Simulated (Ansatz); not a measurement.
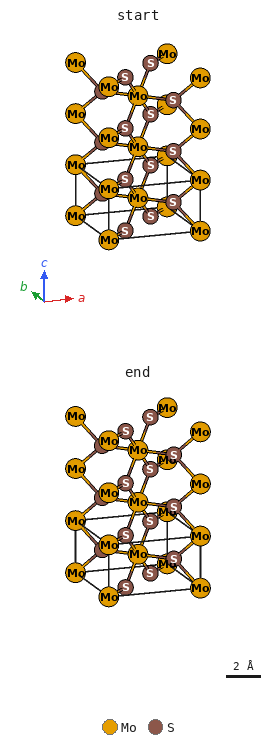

The structure of solid MoS2 (built on the MgH2-136 type type) before (top) and after (bottom) a relaxation, at one scale.

A ball-and-stick model of the cell of the calculation, repeated 1 × 1 × 3 with one cell outlined, seen slightly off an axis.

These are results of DFT, r2SCAN+rVV10, plane waves, PAW (Ansatz 0.2.0), not measurements.

The input:
```yaml
crystal:
  lattice:
    - [5.8225103034, 0.0, 0.0]
    - [0.0, 5.8225103034, 0.0]
    - [0.0, 0.0, 3.1658907197]
  atoms:
    - { symbol: Mo, position: [0.5, 0.5, 0.5] }
    - { symbol: Mo, position: [0.0, 0.0, 0.0] }
    - { symbol: S, position: [0.7152481978, 0.7152481978, 0.0] }
    - { symbol: S, position: [0.7847518022, 0.2152481978, 0.5] }
    - { symbol: S, position: [0.2847518022, 0.2847518022, 0.0] }
    - { symbol: S, position: [0.2152481978, 0.7847518022, 0.5] }
kpoints:
  mp_grid: { grid: [4, 4, 8] }
hamiltonian:
  xc: r2scan
  dispersion: rvv10
scf:
  occupations: { method: fermi_dirac, width: 0.03 }
relax:
  f_tol: 0.01
  cell: {}
  max_steps: 120
```

Command:
```bash
ansatz run input.yaml --threads 2 --pin off --max-ram 29491MiB --backend cpu --events-out ev --progress --plain --runs-dir out
```

**Summarise the run.**

The largest moves relative to the cell, 0.018 Å, are those of S3, S4, S5 and S6. S3 goes along [−1 −1 0]. Mo stays in place. The volume changes by +2.3 %, with a = b 5.823 → 5.830 Å (+0.1 %), c 3.166 → 3.229 Å (+2.0 %). Some distances before and after: Mo1–S4 2.345 → 2.366 Å, Mo1–S3 2.376 → 2.386 Å. The space group stays P4_2/mnm (No. 136). Over 4 accepted moves (5 points after the start) the energy falls by 5.4 meV per atom. The largest force component goes from 0.072 to under 0.0001 eV/Å. Pressure: 2.89 GPa at the start and 0.00 GPa at the end. The SCF was repeated once at an unchanged geometry on a basis and grid sized afresh for the cell, which shifted the energy by 0.1 meV per atom at most. Cost: 48 s on 2 threads of AMD EPYC 7R13 Processor (Zen 3) (shared host), peak memory 0.76 GiB.
